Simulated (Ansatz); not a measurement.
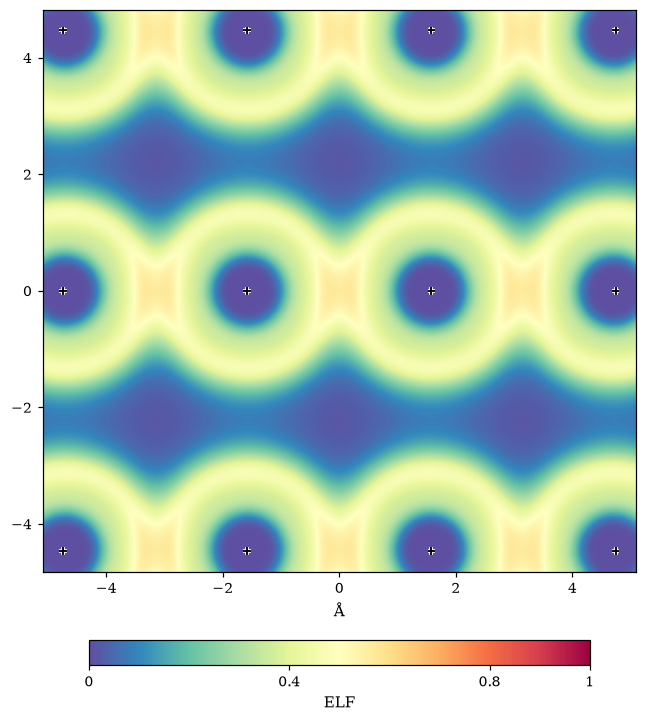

The ELF on a plane through atoms (crosses mark nuclei in the plane).

These are results of Kohn-Sham DFT of a periodic cell, HSE06, Ansatz PAW (Ansatz 0.2.0), not measurements.

Candidates:
A. As, a = 3.76 Å, b = 3.76 Å, c = 10.54 Å, α = 90.00°, β = 90.00°, γ = 120.00°. Space group R-3m.
B. Ni, a = 2.75 Å, b = 2.75 Å, c = 2.75 Å, α = 90.00°, β = 90.00°, γ = 90.00°. Space group Im-3m; a structure from a database of computed crystals, not necessarily the ambient phase; computed pressure about 8 GPa in this cell; spin-polarised.
C. Sb, a = 3.16 Å, b = 3.16 Å, c = 3.16 Å, α = 90.00°, β = 90.00°, γ = 90.00°. Space group Pm-3m; computed pressure about −3 GPa in this cell.

> Which candidate gave the map?

Candidate C: Sb on the (101) plane of the conventional cell, which holds Sb. Sb–Sb (3.16 Å): the ELF is about 0.55 at the midpoint.
